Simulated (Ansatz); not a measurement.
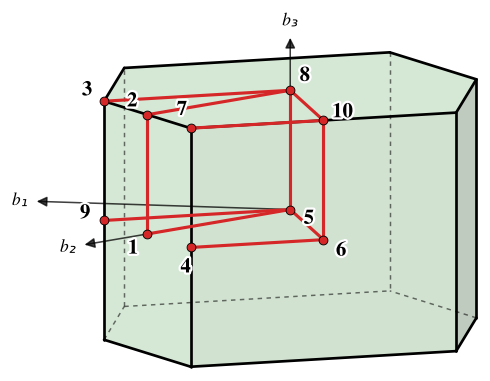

For Ir, the geometry relaxed with DFT, revPBE, plane waves (420 eV) with PAW, scalar-relativistic (Ansatz); the starting structure was generated, so it need not be a known form of this composition: the first Brillouin zone of a base-centred orthorhombic lattice (oC; extended symbol oC1) is drawn with its special points numbered. Geometry calculated from the standardised cell; symmetry tolerance 0.002 Å.

a = 2.690 Å, b = 6.572 Å, c = 3.611 Å, α = 90.00°, β = 90.00°, γ = 90.00°.

Labels and path follow the convention of Hinuma et al. (2017), as computed by seekpath; the arrows show the directions of the reciprocal primitive vectors b₁, b₂, b₃, in which coordinates are given.

**Which special point is each number?**

| no. | label | coordinates |
| --- | --- | --- |
| 1 | S | (0, 1/2, 0) |
| 2 | R | (0, 1/2, 1/2) |
| 3 | A₀ | (0.292, 0.292, 1/2) |
| 4 | C₀ | (−0.292, 0.708, 0) |
| 5 | Γ | (0, 0, 0) |
| 6 | Y | (−1/2, 1/2, 0) |
| 7 | E₀ | (−0.292, 0.708, 1/2) |
| 8 | Z | (0, 0, 1/2) |
| 9 | Σ₀ | (0.292, 0.292, 0) |
| 10 | T | (−1/2, 1/2, 1/2) |
